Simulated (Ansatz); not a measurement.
Start from this file.

```xyz
8
Lattice="5.2437 0.0000 0.0000 0.0000 5.2437 0.0000 0.0000 0.0000 5.2437" Properties=species:S:1:pos:R:3 pbc="T T T"
Ga    0.0000    0.0000    0.0000
As    1.3109    1.3109    1.3109
Ga    0.0000    2.6218    2.6218
As    1.3109    3.9328    3.9328
Ga    2.6218    0.0000    2.6218
As    3.9328    1.3109    3.9328
Ga    2.6218    2.6218    0.0000
As    3.9328    3.9328    1.3109
```

### Say what kind of structure these coordinates give.

The stoichiometry is GaAs. The structure has F-43m (No. 216) symmetry and a face-centred cubic lattice. The structure is of the kind named zinc blende (sphalerite type). Cell content 4 Ga, 4 As; Z = 4. About every Ga there are four As in a tetrahedral arrangement at 2.27 Å. Each As atom has four Ga in a tetrahedral arrangement at 2.27 Å around it. The bonds build a three-dimensional framework.

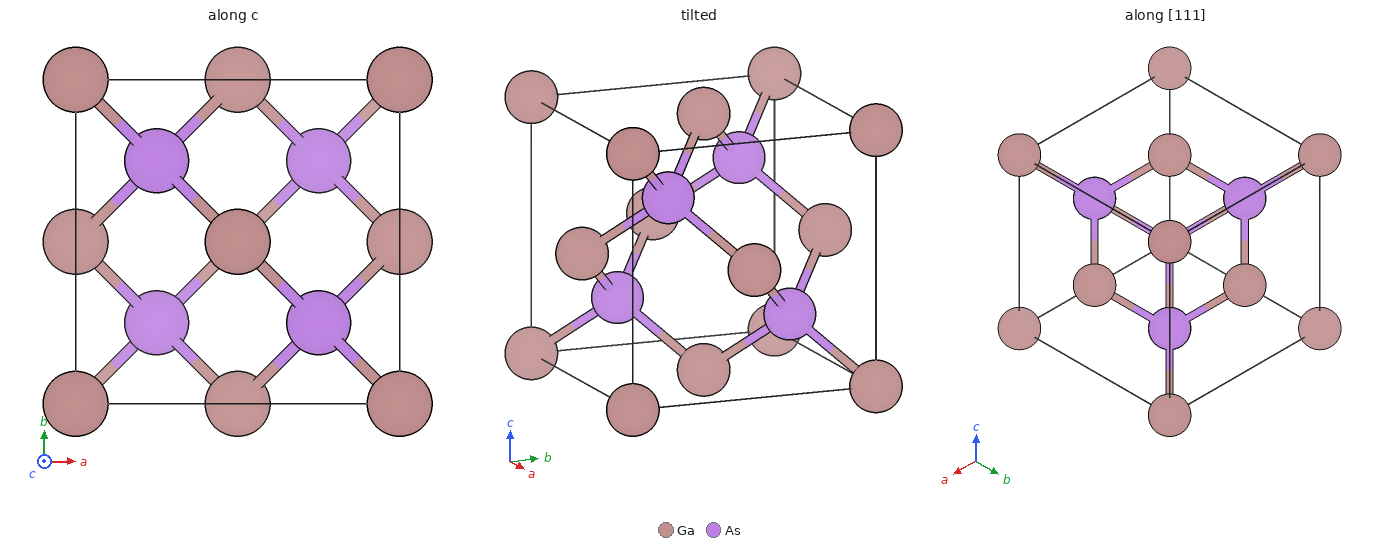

View along the c axis, slightly off an axis and along [111], drawn as a ball-and-stick model. The frame is the conventional unit cell; atoms at its boundary are shown with their periodic copies.

The structure comes from a structure listed in the Materials Project, with elements exchanged, so it need not be a known form of the compound. The cell was then strained or its atoms displaced on purpose. It went into a calculation with Ansatz.

At this level of theory the cell isn't at rest (compressed, at 27 GPa), so its distances can differ from those at equilibrium, the more so the softer the solid.
